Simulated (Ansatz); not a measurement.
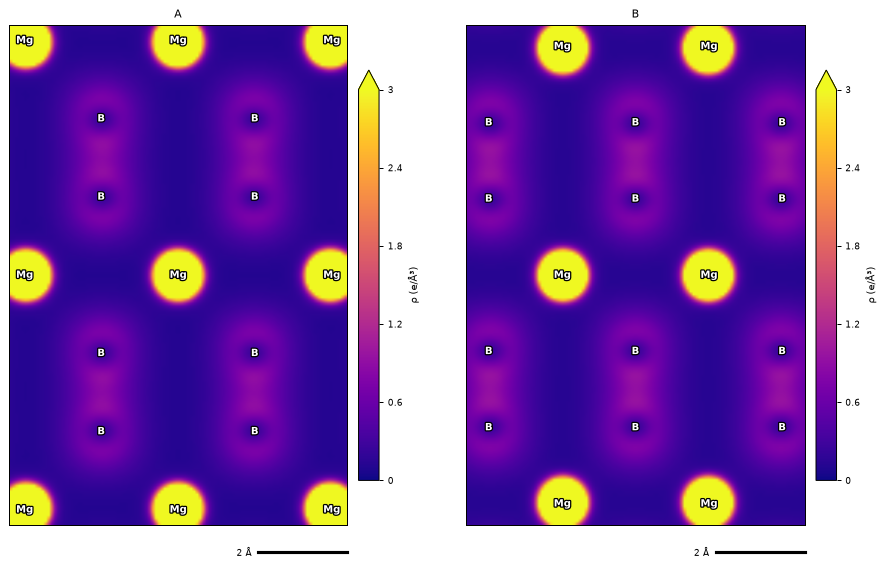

MgB₂. The valence charge density (pseudo) of two cells that differ in size and shape, on the (110) plane of each (indices in the axes of the calculation cell), at one length scale and on one colour scale; one has 8.3 and the other 9.2 Å³ an atom.

Space group P6/mmm.

Computed with DFT PBEsol, scalar-relativistic, plane waves, PAW (Ansatz 0.2.0).

The density is the valence pseudo-density of a PAW calculation; it isn't the true density close to the nuclei.

The larger cell:

```
CELL_PARAMETERS angstrom
3.03989 0.00000 0.00000
-1.51995 2.63262 0.00000
0.00000 0.00000 3.44582
ATOMIC_POSITIONS crystal
Mg 0.00000 0.00000 0.00000
B 0.33333 0.66667 0.50000
B 0.66667 0.33333 0.50000
```

The smaller cell: a = 2.963 Å, b = 2.963 Å, c = 3.291 Å, α = 90.00°, β = 90.00°, γ = 120.00°.

Q: Which panel shows the smaller cell, and what does the compression change?

A: Panel B is the smaller cell, by 9 % in volume. From the larger cell to the smaller, Mg–B goes from 2.46 to 2.37 Å, and the density at its midpoint from 0.23 to 0.26 e/Å³; B–B goes from 1.76 to 1.71 Å, and the density at its midpoint from 0.85 to 0.92 e/Å³; the pressure goes from 4.7 to 24 GPa.
